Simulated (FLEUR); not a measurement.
**Ti: 7 runs along one coordinate**

System: Ti (Fm-3m, 1 atom in the cell).
Method: Kohn-Sham DFT of a periodic cell, PBEsol, all-electron, no spin polarisation (FLEUR MaX-R8.1 (later development tree)).

The 7 runs differ only in the geometry, by an even scaling of the cell at fixed fractional positions. The structure derives from an entry of the Crystallography Open Database.

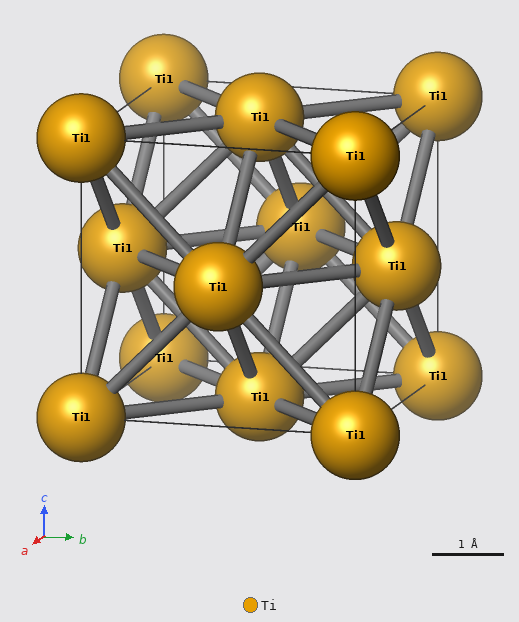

Figure 1. The structure of run 4 (ball-and-stick view of the cell 4 times as large as that of the calculation, set on its symmetry axes, seen slightly off an axis; atoms are numbered from 1 in the order of the input). An atom can appear more than once, as a periodic image.

### Input of run 4
```
<?xml version="1.0" encoding="UTF-8" standalone="no"?>
<fleurInput fleurInputVersion="0.39">
   <comment>
      Ti                                                                                                  
   </comment>
   <calculationSetup>
      <cutoffs Kmax="4.1" Gmax="12.7" GmaxXC="12.7" numbands="0"/>
      <scfLoop itmax="60" minDistance="0.00001" maxIterBroyd="15" imix="Anderson" alpha="0.05" precondParam="0.0" spinf="2.0" sdNocoIR="T"/>
      <coreElectrons ctail="T" frcor="F" kcrel="0" coretail_lmax="0"/>
      <xcFunctional name="PBEs" relativisticCorrections="F"/>
      <magnetism jspins="1"/>
      <soc l_soc="F" theta="0.0" phi="0.0" spav="F"/>
      <expertModes spex="0" secvar="F"/>
      <geometryOptimization l_f="T" forcealpha="1.0" forcemix="BFGS" epsdisp="0.0005" epsforce="0.0002"/>
      <ldaU l_linMix="F" mixParam="0.05" spinf="1.0"/>
   </calculationSetup>
   <cell>
      <bzIntegration valenceElectrons="12.0" mode="hist" fermiSmearingEnergy="0.00183747">
         <kPointListSelection listName="default-1"/>
         <!-- k-points included here -->
         <xi:include xmlns:xi="http://www.w3.org/2001/XInclude" href="kpts.xml"> </xi:include>
      </bzIntegration>
      <!-- symmetry operations included here -->
      <xi:include xmlns:xi="http://www.w3.org/2001/XInclude" href="sym.xml"> </xi:include>
      <bulkLattice scale="1.0">
         <bravaisMatrix>
            <row-1>    0.0000000000000000     3.8361440329379994     3.8361440329379994</row-1>
            <row-2>    3.8361440329379994     0.0000000000000000     3.8361440329379994</row-2>
            <row-3>    3.8361440329379994     3.8361440329379994     0.0000000000000000</row-3>
         </bravaisMatrix>
      </bulkLattice>
   </cell>
   <atomSpecies>
      <species name="Titanium (Ti)" element="Ti" atomicNumber="22">
         <mtSphere radius="2.46" gridPoints="829" logIncrement="0.015"/>
         <atomicCutoffs lmax="10" lnonsphr="10"/>
         <electronConfig flipSpins="F">
            <coreConfig>(1s1/2) (2s1/2) (2p1/2) (2p3/2)</coreConfig>
            <valenceConfig>(3s1/2) (3p1/2) (3p3/2) (4s1/2) (3d3/2) (3d5/2)</valenceConfig>
            <stateOccupation state="(3d3/2)" spinUp="0.400000" spinDown="0.400000"/>
            <stateOccupation state="(3d5/2)" spinUp="0.600000" spinDown="0.600000"/>
         </electronConfig>
         <energyParameters s="4" p="4" d="3" f="4"/>
         <lo type="SCLO" l="0" n="3" eDeriv="0"/>
         <lo type="SCLO" l="1" n="3" eDeriv="0"/>
         <lo type="SCLO" l="1" n="3" eDeriv="1"/>
         <lo type="SCLO" l="2" n="3" eDeriv="2"/>
         <lo type="SCLO" l="3" n="4" eDeriv="2"/>
      </species>
   </atomSpecies>
   <atomGroups>
      <atomGroup species="Titanium (Ti)">
         <relPos label="                   1">.0000000000 .0000000000 .0000000000</relPos>
         <force calculate="T" relaxXYZ="TTT"/>
      </atomGroup>
   </atomGroups>
   <output dos="F" band="F" slice="F">
      <checks vchk="F" cdinf="F"/>
      <bandDOS minEnergy="-.5*Htr" maxEnergy="0.5*Htr" sigma="0.015" storeEVData="T"/>
      <vacuumDOS vacdos="F" integ="F" star="F" nstars="0" locx1="0.0" locy1="0.0" locx2="0.0" locy2="0.0" nstm="0" tworkf="0.0"/>
      <unfoldingBand unfoldBand="F" supercellX="1" supercellY="1" supercellZ="1"/>
      <plotting iplot="0" polar="F">
         <plot TwoD="T" vec1="  1.0  0.0  0.0" vec2="  0.0  1.0  0.0" vec3="  0.0  0.0  1.0" zero="  0.0  0.0  0.0" file="plot"/>
      </plotting>
      <chargeDensitySlicing numkpt="0" minEigenval="0.0" maxEigenval="0.0" nnne="0" pallst="F"/>
      <specialOutput eonly="F"/>
      <moessbauerParams electricFieldGradient="T" isomerShift="T" coreHyperfine="T" valenceHyperfine="T"/>
      <magneticCircularDichroism mcd="F" energyLo="-10.0" energyUp="0.0"/>
   </output>
  <!-- We include the file relax.xml here to enable relaxations (see documentation) -->
  <xi:include xmlns:xi="http://www.w3.org/2001/XInclude" href="relax.xml"> <xi:fallback/> </xi:include>
</fleurInput>
```

Command:
```bash
inpgen -f crystal.txt -profile fastHighL; fleur_MPI
```

Run 5 has the same physical settings and fractional positions; its lattice vectors (Å) are:
```
   0.000000    2.043444    2.043444
   2.043444    0.000000    2.043444
   2.043444    2.043444    0.000000
```

### Results, with one run withheld

```tsv
run	volume per atom (Å³)	free energy per atom, from the lowest run given (meV)
1	15.727	19.77
2	16.062	7.71
3	16.396	1.28
4	16.731	0.00
5	17.065	?
6	17.400	11.06
7	17.735	22.65
```

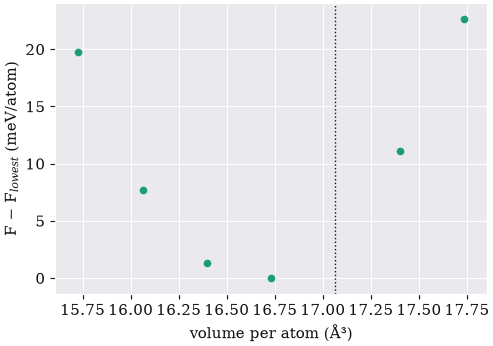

Figure 2. Free energy per atom of the runs given; the dotted line marks run 5.

Fit the runs given and predict run 5.

A cubic polynomial in V^(−2/3) (the Birch–Murnaghan form), fitted to the 6 runs given, misses them by at most 0.01 meV per atom. With x = V^(−2/3) − 0.15336 Å⁻², it reads F = −0.13828 + 5.3019 x + 5.6685e+05 x² − 8.1747e+05 x³ (meV per atom). At run 5 it gives 3.38 meV per atom, and the run itself gives 3.39. The fit has its minimum at 16.651 Å³ per atom, where V d²F/dV² gives 114 GPa: the bulk modulus at this level, since symmetry fixes the shape and the positions.

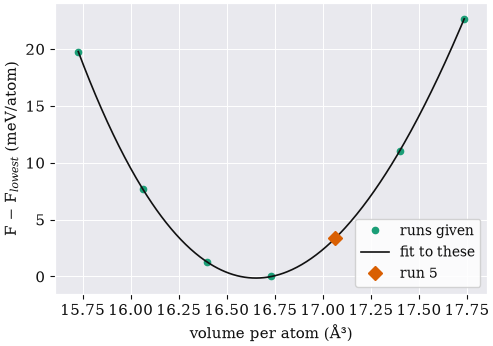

Figure 3. The fit and the withheld run.

### Output (run 5)
```
Welcome to FLEUR        (www.flapw.de)
      MaX-Release 8.1          (www.max-centre.eu)

 ========== k-point set info ==========
 Selected k-point list: default-1
 k-point list type: mesh
 11 x 11 x 11
 Number of k points: 56

 ------------Calculation Setup---------------------------
 Number of MPI-tasks      :            1
 Number of PE/node        :            1
 Number of OMP-threads    :            1
 Most efficient MPI parallelization for:
           1           2           4           7           8          14          28          56
 Additional eigenvalue parallelization possible
 Number of basis functions:          179
 Approximate size of matrices (H+S) per k-point:         0.000 GB
 --------------------------------------------------------

 Iteration:     1   Distance:       7.84263999 me/bohr^3

 Iteration:     2   Distance:       6.97792481 me/bohr^3

 Iteration:     3   Distance:       2.70335886 me/bohr^3

 Iteration:     4   Distance:       2.14850393 me/bohr^3

 Iteration:     5   Distance:       0.61524343 me/bohr^3

 Iteration:     6   Distance:       0.23415162 me/bohr^3

 Iteration:     7   Distance:       0.03182179 me/bohr^3

 Iteration:     8   Distance:       0.01013822 me/bohr^3

 Iteration:     9   Distance:       0.00101444 me/bohr^3

 Iteration:    10   Distance:       0.00010344 me/bohr^3

 Iteration:    11   Distance:       0.00013211 me/bohr^3

 Iteration:    12   Distance:       0.00000635 me/bohr^3

 ********************************************************************
 Run finished successfully
 Stop message:
   all done
 ********************************************************************
```
